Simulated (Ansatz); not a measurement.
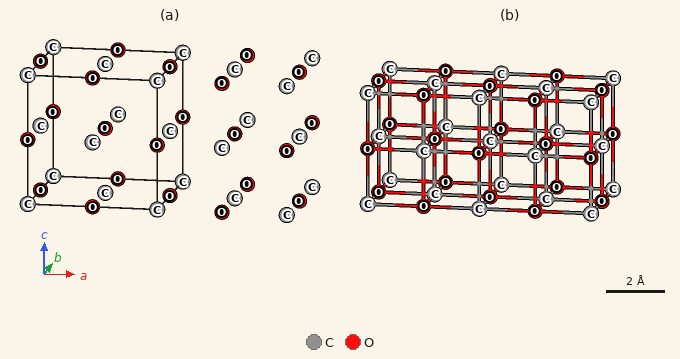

The structure of solid CO (built on the rock salt_225 type) (coarse preliminary run) before (left) and after (right) a relaxation, at one scale.

A ball-and-stick model of the conventional cell (4 times the calculation's cell), repeated 2 × 1 × 1 with one cell outlined, seen slightly off an axis. Lengths and directions refer to the drawn axes.

Case: rock salt type (Fm-3m, No. 225).

The calculation used DFT PBE, scalar-relativistic, plane waves, PAW in Ansatz 0.2.0. Settings: plane-wave cutoff 420 eV; k-point mesh 6 × 6 × 6; occupations gaussian; smearing width 0.1 eV; no spin polarisation; cell and atoms relaxed; force threshold 0.04 eV/Å; at most 70 steps.

Q: Describe what moved and what it gained.

A: Over 5 accepted moves (7 points after the start) the energy falls by 1.242 eV per cell of the calculation. All forces vanish by symmetry, so only the cell relaxes. The pressure goes from −30.72 to −0.01 GPa. The SCF was repeated twice at an unchanged geometry on a basis and grid sized afresh for the cell, which shifted the energy by 6.8 meV per cell of the calculation at most. No atom moves by more than 0.005 Å relative to the cell. Cell: a = b = c 4.601 → 3.966 Å (−13.8 %). Volume −36.0 %. Near-neighbour distances that change, for instance: C–O 2.300 → 1.983 Å. The space group stays Fm-3m (No. 225). The run took 4.4 s on 1 thread of Arm Neoverse V1, with other jobs on the host, peak memory 0.26 GiB.
